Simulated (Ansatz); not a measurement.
Input

```
crystal:
  lattice:
    - [-1.4026165814, 1.4026165814, 2.3416381643]
    - [1.4026165814, -1.4026165814, 2.3416381643]
    - [1.4026165814, 1.4026165814, -2.3416381643]
  atoms:
    - { symbol: Ga, position: [0.0, 0.0, 0.0] }
hamiltonian:
  xc: pbesol
  pseudopotentials: { kind: paw }
kpoints:
  mp_grid: { grid: [13, 13, 13] }
scf:
  occupations: { method: fermi_dirac, width: 0.05 }
output:
  forces: true
  stress: true
  eigenvalues: true
  write_density: true
  write_potential: true
  elf: true
  volumetric_format: npy
```

Run with:

```sh
ansatz run input.yaml --threads 2 --pin off --max-ram 5632MiB --backend cpu --events-out ev --progress --plain --runs-dir out
```

Below, planes, directions and counts refer to the conventional cell (a = 2.81 Å, b = 2.81 Å, c = 4.68 Å, α = 90.00°, β = 90.00°, γ = 90.00°).

Space group I4/mmm; a structure from a database of computed crystals, not necessarily the ambient phase; computed pressure about −2 GPa in this cell.

Computed with Kohn-Sham DFT of a periodic cell, PBEsol, Ansatz PAW in Ansatz 0.2.0.

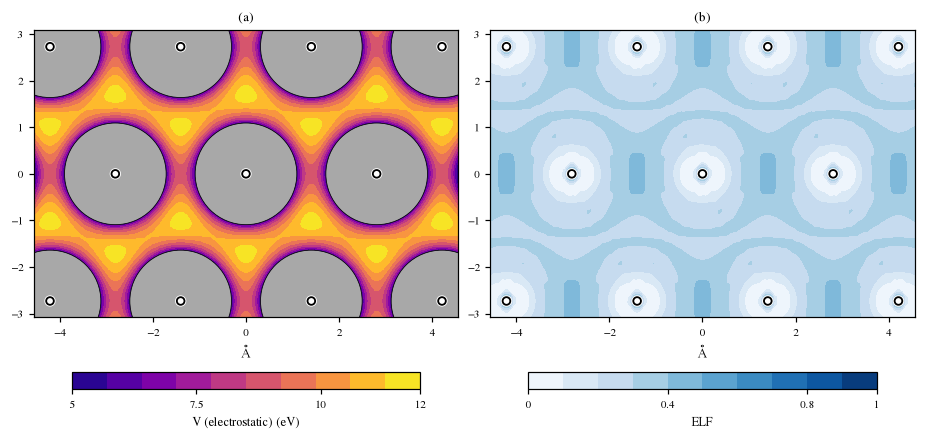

Ga. (a) electrostatic potential energy of an electron; (b) ELF on the (101) plane of the conventional cell. Circles mark the nuclei in the plane (Ga). Grey discs cover the atomic cores in the potential map.

> What do the fields say about this system?

- Atoms in the plane: Ga.
- Ga–Ga (2.81 Å): the ELF is about 0.45 at the midpoint.
- The features right at Ga lie inside the PAW spheres, where the map follows smoothed inner orbitals and isn't to be read closely.
- Outside the cores the potential energy rises away from the atoms and is highest about 1.7 Å from the nearest atoms; its zero is arbitrary.

> Metal or insulator at this level of theory?

It is metallic or semimetallic at this level of theory: no gap opens.
